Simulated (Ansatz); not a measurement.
## Run report: SnO, geometry relaxation (part 2 of 2)

Continued. System: SnO (P4/nmm, 16 atoms in the cell). Method: DFT PBEsol, scalar-relativistic, plane waves, PAW, no spin polarisation (Ansatz 0.2.0); cutoff 420 eV, 6×6×6 k-mesh, Gaussian smearing of 0.1 eV. The structure derives from a Materials Project entry. It belongs to a series of runs on one base structure; here: 0 of 8 Sn sites taken by Cd, cell and atoms relaxed.

Geometry of the input (Å; fractional positions):
```
3.8053  3.8053  -4.7534
-3.8053  3.8053  4.7534
3.8053  -3.8053  4.7534
Sn 0.2500  0.3712  0.1212
Sn 0.2500  0.8712  0.6212
Sn 0.7500  0.8712  0.1212
Sn 0.7500  0.3712  0.6212
Sn 0.2500  0.3788  0.6288
Sn 0.2500  0.8788  0.1288
Sn 0.7500  0.8788  0.6288
Sn 0.7500  0.3788  0.1288
O  0.5000  0.2500  0.2500
O  0.5000  0.7500  0.7500
O  0.0000  0.7500  0.2500
O  -0.0000  0.2500  0.7500
O  0.0000  0.0000  0.0000
O  0.0000  0.5000  0.5000
O  0.5000  0.5000  0.0000
O  0.5000  -0.0000  0.5000
```

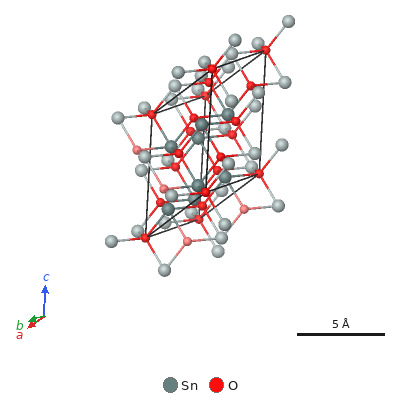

*The geometry at step 2 of the log (ball-and-stick view of the cell of the calculation, seen at an oblique angle; neighbours outside the cell are drawn fainter).*

### Output, continued
```
  k-point 0: bands = ["-11.8780", "-11.8203", "-11.8203", "-11.7597", "-11.7597", "-11.7597", "-11.7597", "-11.4336", "-11.4336", "-11.4314", "-11.4314", "-11.4314", "-11.4314", "-11.4292", "-11.4081", "-11.4081", "-11.3865", "-11.3844", "-11.3844", "-11.3844", "-11.3844", "-11.3762", "-11.3656", "-11.3656", "-11.3246", "-11.3187", "-11.3044", "-11.3044", "-11.3044", "-11.3044", "-11.3010", "-11.3010", "-11.3010", "-11.3010", "-11.2972", "-11.2972", "-11.2867", "-11.2867", "-11.2797", "-11.2797", "-10.1139", "-8.5702", "-8.5702", "-8.5702", "-8.5702", "-8.3481", "-8.3481", "-7.3912", "0.8948", "0.8948", "2.3519", "2.3519", "2.3519", "2.3519", "2.4191", "3.2271", "3.7447", "3.7447", "4.5266", "4.5266", "4.5266", "4.5266", "4.9199", "4.9199", "5.2394", "5.2394", "5.2394", "5.2394", "6.5864", "6.8950", "6.8950", "7.5659", "7.5659", "8.1683", "8.1683", "8.3251", "8.3251", "8.3251", "8.3251", "9.9799", "9.9799", "10.0747", "12.2250", "12.7221", "12.7221", "12.7221", "12.7221", "14.4937", "14.4937", "14.6017", "14.6267", "14.6267", "15.3727", "15.3727", "15.3727", "15.3727"]
  k-point 1: bands = ["-11.8726", "-11.8129", "-11.8129", "-11.7948", "-11.7595", "-11.7595", "-11.7071", "-11.4325", "-11.4312", "-11.4302", "-11.4277", "-11.4277", "-11.4275", "-11.4232", "-11.4056", "-11.4056", "-11.3870", "-11.3863", "-11.3857", "-11.3836", "-11.3836", "-11.3727", "-11.3699", "-11.3699", "-11.3490", "-11.3278", "-11.3113", "-11.3102", "-11.3102", "-11.3075", "-11.3042", "-11.3015", "-11.3004", "-11.3002", "-11.3002", "-11.2968", "-11.2894", "-11.2894", "-11.2855", "-11.2855", "-10.0462", "-8.9205", "-8.5546", "-8.5546", "-8.3625", "-8.3625", "-8.2398", "-7.4268", "0.9912", "0.9912", "1.8795", "2.1057", "2.2854", "2.2854", "2.9433", "3.5133", "3.7998", "3.8672", "4.1680", "4.3086", "4.3086", "4.8577", "4.8577", "4.8627", "5.0300", "5.6007", "5.6007", "5.6281", "6.4684", "6.8274", "6.8301", "7.4351", "7.4351", "7.9710", "7.9710", "8.0810", "8.2252", "8.2252", "8.4620", "10.0405", "10.3981", "10.3981", "12.1903", "12.3212", "12.7780", "12.7780", "13.2449", "13.7456", "14.4129", "14.6327", "14.6327", "14.6972", "14.9224", "14.9826", "14.9826", "15.8958"]
  k-point 2: bands = ["-11.8584", "-11.8193", "-11.7943", "-11.7943", "-11.7623", "-11.7623", "-11.6341", "-11.4596", "-11.4277", "-11.4245", "-11.4183", "-11.4183", "-11.4175", "-11.4047", "-11.4008", "-11.4008", "-11.3976", "-11.3938", "-11.3925", "-11.3817", "-11.3814", "-11.3814", "-11.3797", "-11.3797", "-11.3602", "-11.3390", "-11.3275", "-11.3236", "-11.3200", "-11.3200", "-11.3050", "-11.3047", "-11.3036", "-11.3036", "-11.3026", "-11.2991", "-11.2985", "-11.2985", "-11.2916", "-11.2916", "-9.8608", "-9.2692", "-8.5126", "-8.5126", "-8.4020", "-8.4020", "-7.9479", "-7.5334", "1.2626", "1.2626", "1.6041", "1.7353", "2.0406", "2.0406", "3.4284", "3.5603", "3.9584", "4.1131", "4.2006", "4.2006", "4.3641", "4.5117", "4.6587", "4.6587", "5.5638", "6.0105", "6.1650", "6.1650", "6.1992", "6.6440", "6.7231", "7.0899", "7.0899", "7.5195", "7.7930", "7.7930", "8.0005", "8.0005", "8.7793", "9.8152", "11.2151", "11.2151", "11.9458", "12.5348", "12.6891", "12.6891", "12.8014", "13.4167", "14.1366", "14.2447", "14.5015", "14.5015", "14.8000", "14.8000", "15.4082", "15.7429"]
  k-point 29: bands = ["-11.8563", "-11.7883", "-11.7883", "-11.7396", "-11.7396", "-11.7396", "-11.7396", "-11.4510", "-11.3947", "-11.3947", "-11.3946", "-11.3946", "-11.3946", "-11.3946", "-11.3942", "-11.3942", "-11.3926", "-11.3926", "-11.3926", "-11.3926", "-11.3655", "-11.3655", "-11.3644", "-11.3489", "-11.3467", "-11.3450", "-11.3429", "-11.3429", "-11.3429", "-11.3429", "-11.3401", "-11.3401", "-11.3390", "-11.3390", "-11.3087", "-11.3087", "-11.3087", "-11.3087", "-11.2959", "-11.2959", "-10.0673", "-8.6039", "-8.6039", "-8.6039", "-8.6039", "-8.2930", "-8.2930", "-7.3923", "0.7244", "1.0275", "1.0275", "2.5269", "2.5269", "2.5269", "2.5269", "3.8812", "3.8812", "4.3890", "4.3890", "5.0399", "5.0399", "5.0399", "5.0399", "5.1940", "5.1940", "5.1940", "5.1940", "6.5046", "6.8762", "6.8762", "7.0733", "7.2708", "7.2708", "7.2882", "7.2882", "7.2882", "7.2882", "7.5647", "7.5647", "7.8650", "11.7088", "12.3471", "12.3471", "12.8543", "12.8543", "13.3327", "13.3327", "13.3327", "13.3327", "13.6308", "14.2273", "14.2273", "15.6765", "15.6765", "15.9153", "15.9153"]
--- Relaxed structure (1 steps of the walk, 1 accepted, 1 SCFs on fresh bases) ---
  F+E_penalty+E_count = -52085.68435283 eV   max|allowed force component| = 6.576e-4 eV/Å   (the final SCF, on the basis selected at the relaxed cell)
  cell:  # Å, volume = 275.3237 Å³
    - [3.8052939766, 3.8052939766, -4.7534315652]
    - [-3.8052939766, 3.8052939766, 4.7534315652]
    - [3.8052939766, -3.8052939766, 4.7534315652]
  atoms:
    - { symbol: Sn, position: [0.24999999999999994, 0.37119971259999995, 0.12119971259999997] }
    - { symbol: Sn, position: [0.24999999999999997, 0.8711997126, 0.6211997126] }
    - { symbol: Sn, position: [0.7499999999999999, 0.8711997126, 0.12119971260000005] }
    - { symbol: Sn, position: [0.75, 0.3711997126, 0.6211997125999998] }
    - { symbol: Sn, position: [0.24999999999999994, 0.37880028739999994, 0.6288002874] }
    - { symbol: Sn, position: [0.25, 0.8788002873999998, 0.12880028739999988] }
    - { symbol: Sn, position: [0.7499999999999999, 0.8788002873999998, 0.6288002873999999] }
    - { symbol: Sn, position: [0.7499999999999999, 0.37880028739999994, 0.1288002874] }
    - { symbol: O, position: [0.49999999999999994, 0.24999999999999997, 0.24999999999999997] }
    - { symbol: O, position: [0.4999999999999999, 0.7499999999999999, 0.7499999999999999] }
    - { symbol: O, position: [0.0, 0.7499999999999999, 0.24999999999999997] }
    - { symbol: O, position: [0.0, 0.24999999999999997, 0.7499999999999999] }
    - { symbol: O, position: [0.0, 0.0, 0.0] }
    - { symbol: O, position: [0.0, 0.49999999999999994, 0.49999999999999994] }
    - { symbol: O, position: [0.49999999999999994, 0.49999999999999994, 0.0] }
    - { symbol: O, position: [0.49999999999999994, 0.0, 0.49999999999999994] }
```

### Trajectory as extended XYZ (Å, eV, eV/Å), 2 frames, from step=1 to step=2
```
16
Lattice="3.8053 3.8053 -4.7534 -3.8053 3.8053 4.7534 3.8053 -3.8053 4.7534" Properties=species:S:1:pos:R:3:forces:R:3 step=1 energy=-52085.68435 pressure_GPa=0.00
Sn    0.0000    1.9026    1.1522    0.0000   0.0000   0.0007
Sn    0.0000    1.9026    5.9057    0.0000   0.0000   0.0007
Sn    0.0000    5.7079    1.1522    0.0000   0.0000   0.0007
Sn    3.8053    1.9026    1.1522    0.0000   0.0000   0.0007
Sn    1.9026    0.0000    3.6012    0.0000   0.0000  -0.0007
Sn   -1.9026    3.8053    3.6012    0.0000   0.0000  -0.0007
Sn    1.9026    3.8053    3.6012    0.0000   0.0000  -0.0007
Sn    1.9026    3.8053   -1.1522    0.0000   0.0000  -0.0007
O     1.9026    1.9026    0.0000    0.0000   0.0000   0.0000
O     1.9026    1.9026    4.7534    0.0000   0.0000   0.0000
O    -1.9026    1.9026    4.7534    0.0000   0.0000   0.0000
O     1.9026   -1.9026    4.7534    0.0000   0.0000   0.0000
O     0.0000    0.0000    0.0000    0.0000   0.0000   0.0000
O     0.0000    0.0000    4.7534    0.0000   0.0000   0.0000
O     0.0000    3.8053    0.0000    0.0000   0.0000   0.0000
O     3.8053    0.0000    0.0000    0.0000   0.0000   0.0000
16
Lattice="3.8053 3.8053 -4.7534 -3.8053 3.8053 4.7534 3.8053 -3.8053 4.7534" Properties=species:S:1:pos:R:3:forces:R:3 step=2 energy=-52085.68435 pressure_GPa=0.00
Sn    0.0000    1.9026    1.1522    0.0000   0.0000   0.0007
Sn    0.0000    1.9026    5.9057    0.0000   0.0000   0.0007
Sn    0.0000    5.7079    1.1522    0.0000   0.0000   0.0007
Sn    3.8053    1.9026    1.1522    0.0000   0.0000   0.0007
Sn    1.9026    0.0000    3.6012    0.0000   0.0000  -0.0007
Sn   -1.9026    3.8053    3.6012    0.0000   0.0000  -0.0007
Sn    1.9026    3.8053    3.6012    0.0000   0.0000  -0.0007
Sn    1.9026    3.8053   -1.1522    0.0000   0.0000  -0.0007
O     1.9026    1.9026    0.0000    0.0000   0.0000   0.0000
O     1.9026    1.9026    4.7534    0.0000   0.0000   0.0000
O    -1.9026    1.9026    4.7534    0.0000   0.0000   0.0000
O     1.9026   -1.9026    4.7534    0.0000   0.0000   0.0000
O     0.0000    0.0000    0.0000    0.0000   0.0000   0.0000
O     0.0000    0.0000    4.7534    0.0000   0.0000   0.0000
O     0.0000    3.8053    0.0000    0.0000   0.0000   0.0000
O     3.8053    0.0000    0.0000    0.0000   0.0000   0.0000
```
